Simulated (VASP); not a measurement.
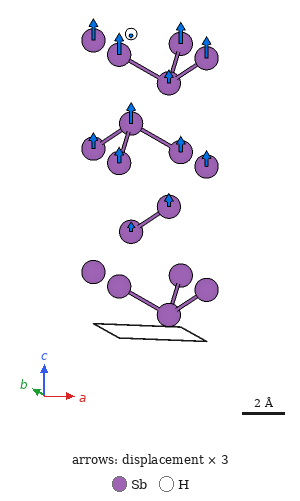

This is a relaxation of a slab of composition Sb8H. The starting structure is drawn; blue arrows show the displacements, 3 times their true length.

Style: ball-and-stick. Shown: the cell of the calculation, outlined in the plane, without the vacuum, slightly off an axis.

The run lets the atoms move in a fixed cell. 2 atoms are held fixed.

These are results of Kohn-Sham DFT of a periodic cell, PBE, VASP PAW PBE potentials, recommended (VASP 6.6.1), not measurements.

The input:
```
SYSTEM = Sb8H
ALGO = Normal
DIPOL = 0.5 0.5 0.527
EDIFF = 1E-6
EDIFFG = -0.01
ENCUT = 520
GGA = PE
IBRION = 2
IDIPOL = 3
ISIF = 2
ISMEAR = 0
LASPH = .TRUE.
LCHARG = .FALSE.
LDIPOL = .TRUE.
LREAL = .FALSE.
LWAVE = .FALSE.
NELM = 60
NSW = 100
PREC = Accurate
SIGMA = 0.05
```

Command:
```bash
cat potpaw_PBE.64/Sb/POTCAR potpaw_PBE.64/H/POTCAR > POTCAR
mpirun -np 1 vasp_std > vasp.out
```

Describe the change and its energy.

The atom that moves furthest is a Sb atom (0.36 Å along the normal (+c)). Largest moves by element: Sb 0.36 Å, H 0.08 Å. The cell stays as it was. Some distances before and after: Sb–Sb 2.909 → 2.980 Å, Sb–Sb 2.909 → 2.954 Å. Bond angles that change, for instance: Sb–Sb–Sb 95.5° → 92.6°. Over 26 geometry steps the energy falls by 93.6 meV per cell of the calculation. The largest force component goes from 0.61 to 0.37 eV/Å.
